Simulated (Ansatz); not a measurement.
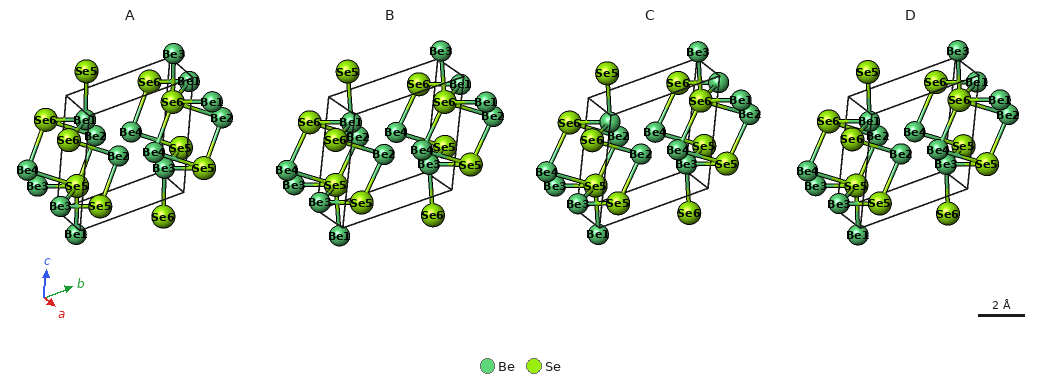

4 geometries from one relaxation of a crystal of Be2Se (a generated structure, set up in P-1) (coarse preliminary run), in shuffled order. A ball-and-stick model of the cell of the calculation, seen slightly off an axis.

Computed with Ansatz 0.2.0, DFT PBE, scalar-relativistic, plane waves, PAW. Set-up: plane-wave cutoff 420 eV; k-point mesh 6 × 4 × 4; occupations gaussian; smearing width 0.1 eV; no spin polarisation; cell and atoms relaxed; force threshold 0.04 eV/Å; at most 70 steps.

Q: Order the frames from highest to lowest energy.

A: A, C, D, B. They are steps 0, 1, 2, 6, at +0.192 eV per cell of the calculation, +90.8 meV per cell of the calculation, +32.6 meV per cell of the calculation relative to the last. The largest moves relative to the cell, 0.27 Å, are those of Se5 and Se6. Se6 goes roughly along [3 1 0]. Largest moves by element: Se 0.27 Å, Be 0.19 Å. The drawn cell changes as follows: a 3.589 → 3.586 Å (−0.1 %), b 4.920 → 5.156 Å (+4.8 %), c 5.817 → 5.839 Å (+0.4 %), α 65.4° → 64.5°, β 75.6° → 72.1°, γ 74.0° → 69.7°; the volume changes by +1.3 %. Among the contacts that change: Be2–Se5 2.377 → 2.353 Å, Be1–Se6 2.234 → 2.256 Å, Be1–Se5 2.316 → 2.334 Å, Be2–Se6 2.415 → 2.408 Å. Among the angles between lasting bonds that change: Be1–Se6–Be4 123.3° → 112.4°, Be1–Se6–Be3 75.2° → 85.0°, Se5–Be1–Se6 104.8° → 95.0°. The space group stays P-1 (No. 2). After 5 accepted moves (6 points after the start) the energy has fallen by 0.192 eV per cell of the calculation. Largest force component: 0.36 eV/Å at the start, 0.0042 eV/Å at the end. The pressure goes from 0.27 to 0.00 GPa. At 1 point the geometry stayed and the basis and grid were re-selected for the new cell (energy shift of 0.4 meV per cell of the calculation at most each time).
